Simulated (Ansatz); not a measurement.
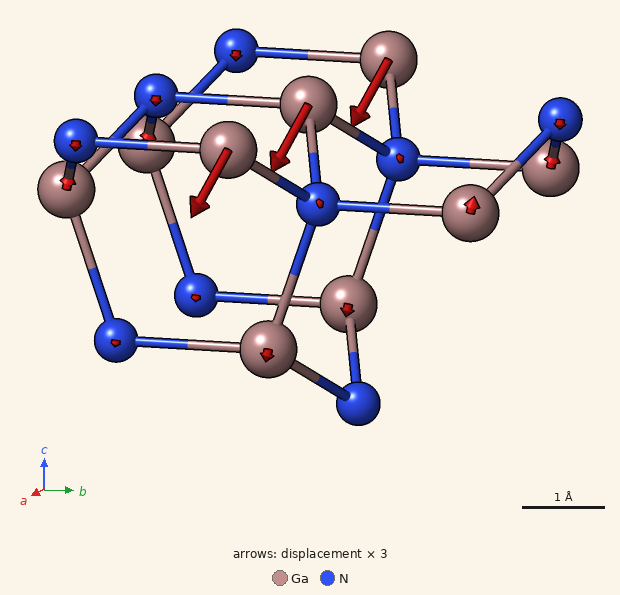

This is a constrained relaxation of a slab of composition GaN (cut from the P6_3mc phase). The starting structure is drawn; red arrows show the displacements, 3 times their true length.

The picture is a ball-and-stick view of the atoms within 4.2 Å of the atom that moves most (axes of the 3 × 1 repeat of the cell, outlined in the plane, without the vacuum), seen slightly off an axis.

Case: clean slab, lower half held. The slab is the (1 0 0) face of GaN. 6 atoms are held fixed.

These are results of DFT PBEsol, scalar-relativistic, plane waves, PAW in Ansatz 0.2.0, not measurements. (plane-wave cutoff 420 eV; k-point mesh 8 × 5 × 1; occupations gaussian; smearing width 0.05 eV; no spin polarisation; dipole correction; atoms relaxed in a fixed cell; force threshold 0.03 eV/Å; at most 70 steps)

### Which element moves most?

Gallium: up to 0.34 Å, against 0.05 Å for nitrogen.

### What happened in the run?

After 5 geometry steps the energy has fallen by 0.537 eV per cell of the calculation. Largest force component: 2.1 eV/Å at the start, 0.0073 eV/Å at the end. The largest move is that of a Ga atom, 0.34 Å at 29° to the normal (−c side). By element the largest moves are Ga 0.34 Å, N 0.05 Å. The cell stays as it was. Some distances before and after: Ga–N 1.953 → 1.812 Å, Ga–N 1.946 → 2.038 Å, Ga–N 1.946 → 1.895 Å, Ga–N 1.946 → 1.924 Å. Bond angles that change, for instance: Ga–N–Ga 109.7° → 99.1°, N–Ga–N 109.2° → 118.5°, Ga–N–Ga 109.2° → 115.2°.
